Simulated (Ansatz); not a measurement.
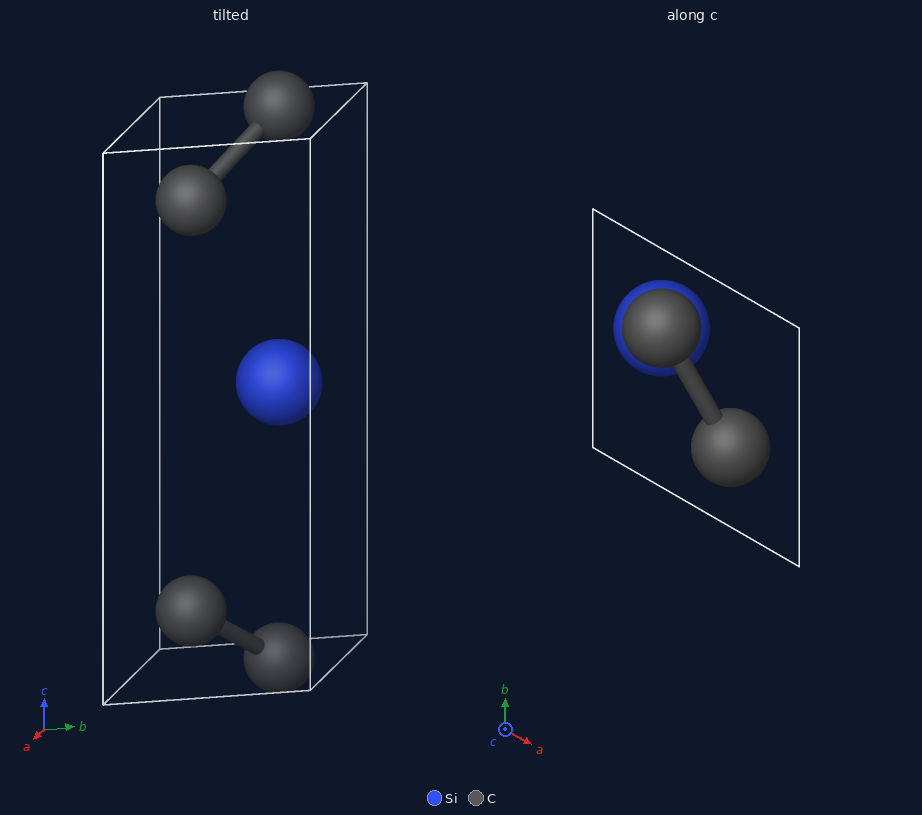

Structure drawing (ball-and-stick), viewed slightly off an axis and along the c axis. Lines trace the edges of the conventional unit cell. Cell: a = 2.51 Å, b = 2.51 Å, c = 6.72 Å, α = 90.00°, β = 90.00°, γ = 120.00°.

Provenance: a structure type filled with these elements by a generator (whether the compound takes this form wasn't checked). Earlier steps of the study may have refined or changed the cell and positions. Ansatz was used for an electronic-structure calculation on it.

### What can be read from this drawing?

Formula: SiC$_{3}$. Its lattice is primitive hexagonal, its space group P-6m2 (No. 187). With Z = 1, the cell contains 1 Si, 3 C. The numbers of neighbours within bonding distance are Si 6 and C 4 to 6 (mean 4.7).

Electronic-structure method: Ansatz, DFT PBE, scalar-relativistic, plane waves, PAW. Parameters: a plane-wave cutoff of 420 eV, k-grid 24×24×8, Gaussian smearing of 0.1 eV, no spin polarisation.

### Metal or not?

A metal: bands cross the Fermi level.

### What does a Bader analysis give?

Si +0.29 e; C -0.13 to -0.04 e.

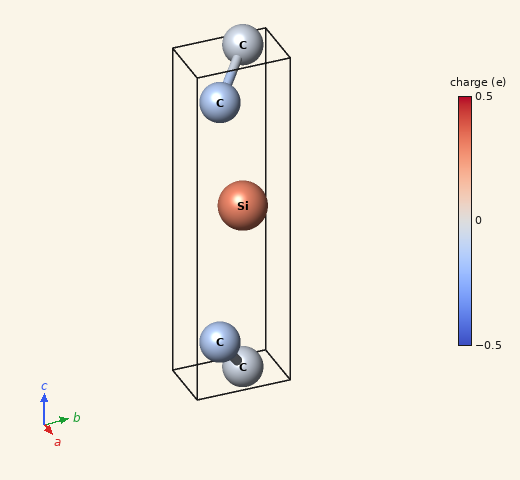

The atoms coloured by those charges. The run's cell of 4 atoms is drawn.

### Is the structure in equilibrium?

Yes. All forces vanish to within 0.01 eV/Å. The pressure is 0.0 GPa, close to zero.
